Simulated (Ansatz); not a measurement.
# SnSe$_{2}$: what the electrons do

Space group P-3m1; not relaxed (largest force 0.8 eV/Å); the calculation finds a residual pressure of about 6 GPa at this fixed cell.

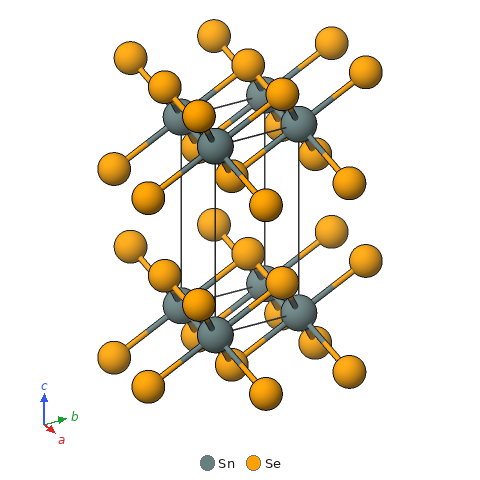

The conventional cell.

The calculation's input:

```
crystal:
  lattice:
    - [3.811, 0.0, 0.0]
    - [-1.9055, 3.3004228138, 0.0]
    - [0.0, 0.0, 6.136]
  atoms:
    - { symbol: Sn, position: [0.0, 0.0, 0.0] }
    - { symbol: Se, position: [0.3333333333, 0.6666666667, 0.249] }
    - { symbol: Se, position: [0.6666666667, 0.3333333333, 0.751] }
basis:
  ecutwfc: 420
  fft_grid_basis: typed
kpoints:
  mp_grid: { grid: [9, 9, 6] }
hamiltonian:
  xc: pbe
  pseudopotentials: { kind: paw }
scf:
  occupations: { method: gaussian, width: 0.05 }
output:
  forces: true
  stress: true
  eigenvalues: true
  bader: true
  write_density: true
  volumetric_format: npy
  elf: true
```

Run with:

```sh
ansatz run input.yaml --threads 1 --pin off --max-ram 2560MiB --backend cpu --events-out ev --progress --plain --runs-dir out
```

The picture shows the conventional cell (a = 3.81 Å, b = 3.81 Å, c = 6.14 Å, α = 90.00°, β = 90.00°, γ = 120.00°).

Computed with Ansatz, DFT PBE, scalar-relativistic, plane waves, PAW.

Core electrons are frozen (PAW), so the maps are meaningful between the atoms, not at the nuclei.

Part 1: Bonding charge

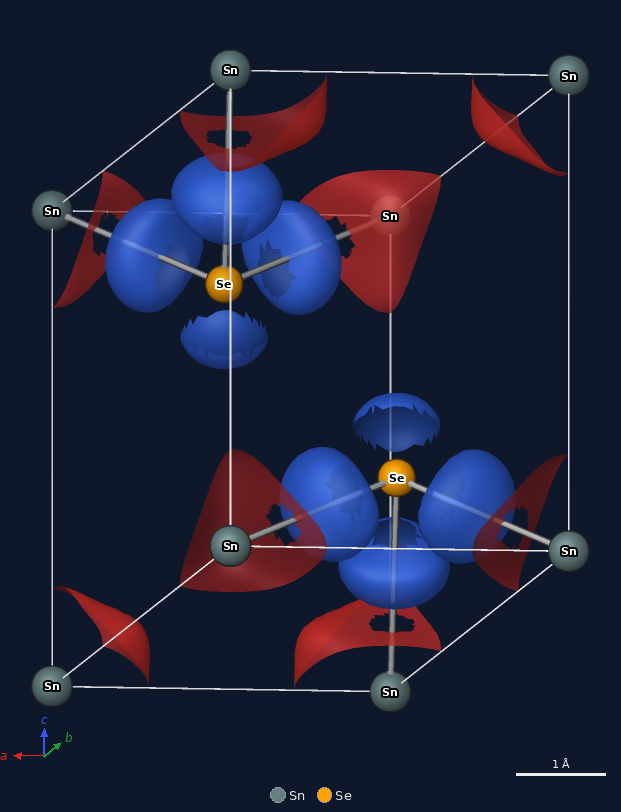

Bonding charge density, ρ(crystal) − Σ ρ(neutral atoms): blue surfaces at +0.04 and red ones at −0.04 e/Å³, in the conventional cell seen at an oblique angle (the regions close to the nuclei are left out). Cores are masked to 0.9 Å (Sn) and 0.8 Å (Se).

Question: Where does charge go when the atoms form this crystal?

Answer: Se–Sn (2.68 Å): Δρ is +0.09 e/Å³ at the midpoint, with a peak of 0.11 e/Å³ 1.1 Å from Se: bond charge of a polar bond.
- Over the whole cell, outside the masked cores, the largest gain, 0.11 e/Å³, lies 1.2 Å from a selenium nucleus and 1.5 Å from a tin one, and the largest loss lies at the edge of the masked core of Sn.
- In all about 0.22 e an atom is rearranged against the free atoms.
- Bader charges: Sn +1.28 and Se −0.64 e.

Part 2: States by energy

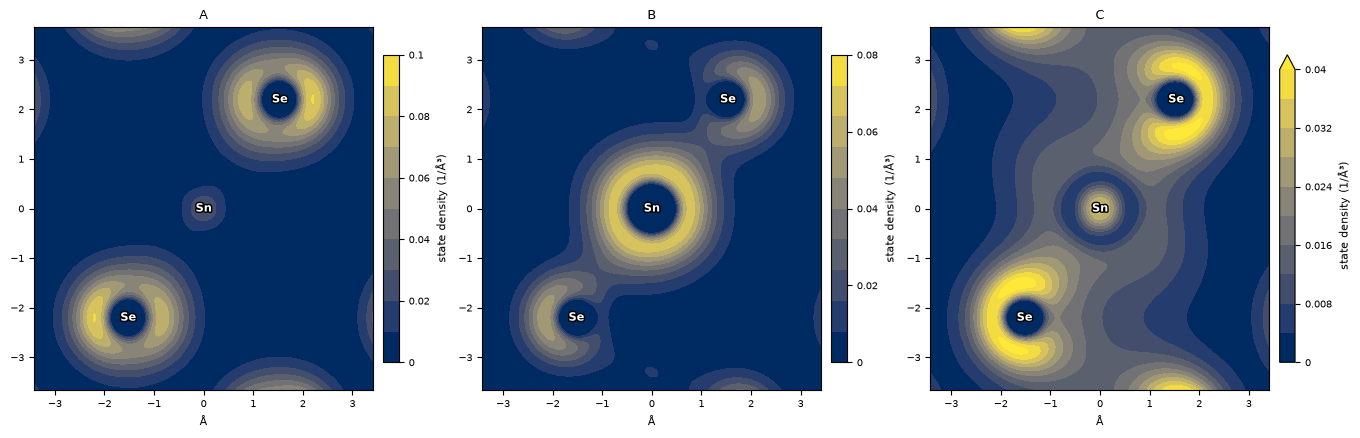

SnSe$_{2}$: densities of the states in three energy windows, on the (110) plane of the conventional cell.

Question: The windows, about the valence-band maximum, are −7.5 to −5.1 eV, −4.9 to −3.2 eV and −0.6 to 0.0 eV. Which panel shows which?

Answer: Panel A: −0.6 to 0.0 eV, the top of the valence band, mainly Se 4p (over 95 %).
Panel B: −7.5 to −5.1 eV, a separate group of bands, mainly Sn 5s (50 %), Se 4p (35 %) and Se 4s (15 %).
Panel C: −4.9 to −3.2 eV, the lower third of the upper valence band, mainly Se 4p (65 %) and Sn 5p (30 %).
The characters are Löwdin shares on a minimal set of atomic orbitals.

Part 3: Holes and electrons

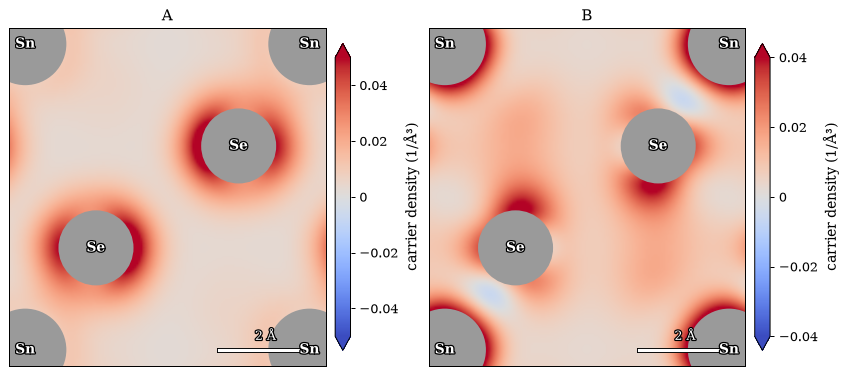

SnSe$_{2}$, doped once with holes and once with electrons (0.25 e in the calculation's cell of 3 atoms, uniform background, atoms fixed). Each panel shows the carrier's density (positive where it sits) on the (110) plane of the conventional cell; grey discs cover the cores. Cores are masked to 0.9 Å (Sn) and 0.8 Å (Se). This is very heavy doping.

Question: Which panel shows the hole and which the electron?

Answer: A is the hole: outside the cores it is densest at the edge of the masked core of Se; it divides as Se about 90 % and Sn about 10 %. B is the electron: outside the cores it is densest at the edge of the masked cores of Sn and Se; it divides as Se about 80 % and Sn about 20 %. Shares are sums over atomic cells sized by the Bader volumes, which fill 20 % (Sn) and 80 % (Se) of the cell, so only an excess over these marks a preference; they are shares of the net change, screening included, and the band-edge orbitals themselves can be more concentrated.

Part 4: Change of volume

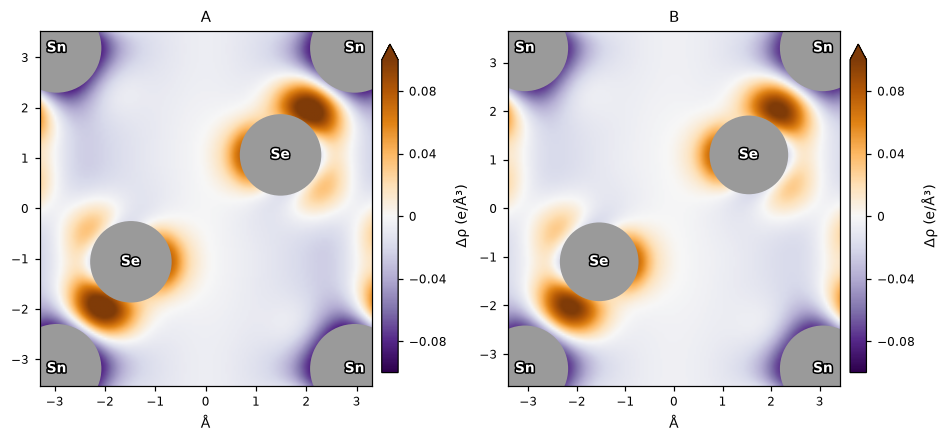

SnSe$_{2}$: deformation density on the (110) plane of the conventional cell at two volumes, with the same fractional coordinates and one colour scale. Grey discs cover the cores. Panel A has 90 % of the volume of panel B.

Question: How do bonds, bonding charge and pressure respond to this change of volume?

Answer: From B to A, Se–Sn goes from 2.68 to 2.59 Å, and Δρ at its midpoint from +0.09 to +0.1 e/Å³.
- The pressure is 6 GPa in B and 16 GPa in A.
- Bader charges in B: Sn +1.28 and Se −0.64 e; in A: Sn +1.35 and Se −0.68 e.
- The rearranged charge is 0.22 e an atom in B and 0.22 e in A.
- The scaled cell isn't relaxed: forces reach 2.0 eV/Å.

Part 5: Putting it together

Charge passes from Sn (Pauling electronegativity 1.96) to Se (2.55), the direction that the scale predicts; the Bader charges fall short of whole formal charges, as they usually do. The hole favours Se (90 % of it on 80 % of the volume), in line with the top of the valence band, which is mainly Se 4p. A carrier enters the states at the band edge, and screening then spreads part of it over the cell. The two pressures give a mean stiffness −ΔP/Δln V of about 103 GPa over this range, with the atoms held at their fractional positions.
